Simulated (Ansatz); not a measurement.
**Al$_{2}$Pt: density, localisation and related maps**

```cif
data_structure
_symmetry_space_group_name_H-M 'P 1'
_symmetry_Int_Tables_number 1
_cell_length_a 5.9583
_cell_length_b 5.9583
_cell_length_c 2.8367
_cell_angle_alpha 90.000
_cell_angle_beta 90.000
_cell_angle_gamma 90.000
_cell_volume 100.71
loop_
_atom_site_label
_atom_site_type_symbol
_atom_site_fract_x
_atom_site_fract_y
_atom_site_fract_z
_atom_site_occupancy
Al1 Al 0.66586 0.83414 0.50000 1
Al2 Al 0.33414 0.16586 0.50000 1
Al3 Al 0.16586 0.66586 0.50000 1
Al4 Al 0.83414 0.33414 0.50000 1
Pt1 Pt 0.00000 0.00000 0.00000 1
Pt2 Pt 0.50000 0.50000 0.00000 1
```

Space group P4/mbm; a structure generated by program, which may or may not match a known phase.

All numbers below come from DFT PBE, scalar-relativistic, plane waves, PAW in Ansatz 0.2.0.

The density is the valence pseudo-density of a PAW calculation; it isn't the true density close to the nuclei.

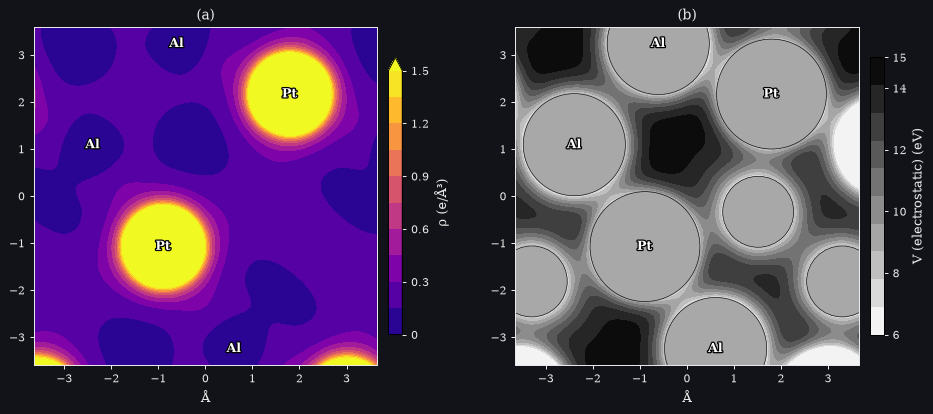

Figure 1. (a) valence electron density; (b) electrostatic potential (local pseudopotential plus Hartree) felt by an electron on the (111) plane of the conventional cell. Grey discs cover the atomic cores in the potential map.

### Interpret the plot.

- Atoms in the plane: Al and Pt.
- Atoms just off the plane (Al, 0.8 Å away) can leave unmarked features too.
- Al–Pt (2.64 Å): ρ at the midpoint is about 0.38 e/Å³.
- Al–Al (2.80 Å): the density is about 0.24 e/Å³ at the midpoint.
- Between the atoms the lowest density in this plane is 0.08 e/Å³.
- Outside the cores the potential energy rises away from the atoms and is highest about 1.8 Å from the nearest atoms; its zero is arbitrary.

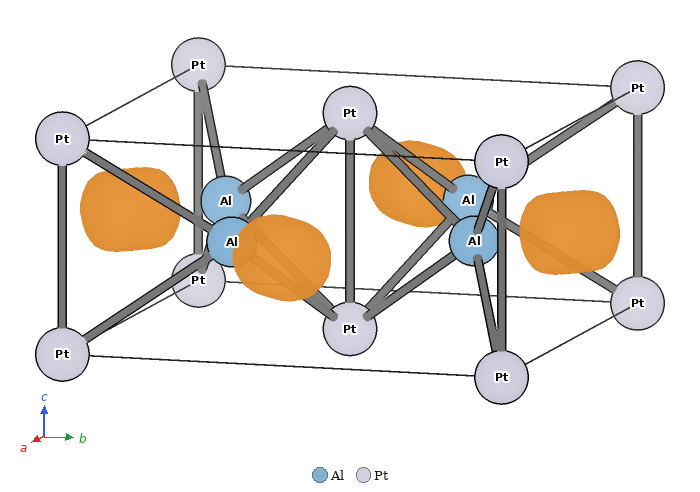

Figure 2. Isosurface of the electron localisation function at 0.75 (orange), seen slightly off an axis. Core shells and regions of very low density are left out. Sticks mark near contacts.

### Identify the bonds, lone pairs and shells in this picture.

At this value the surface marks out two regions between bonded Al–Al atoms, counted in one cell of 6 atoms. Regions shared between cells count once.


Al–Pt (2.64 Å): the ELF is about 0.45 at the midpoint. Al–Al (2.80 Å): the ELF peaks at about 0.90 between the atoms.

### Does the calculation make it a metal, or give it a gap?

It is gapless in this calculation (a metal or semimetal).
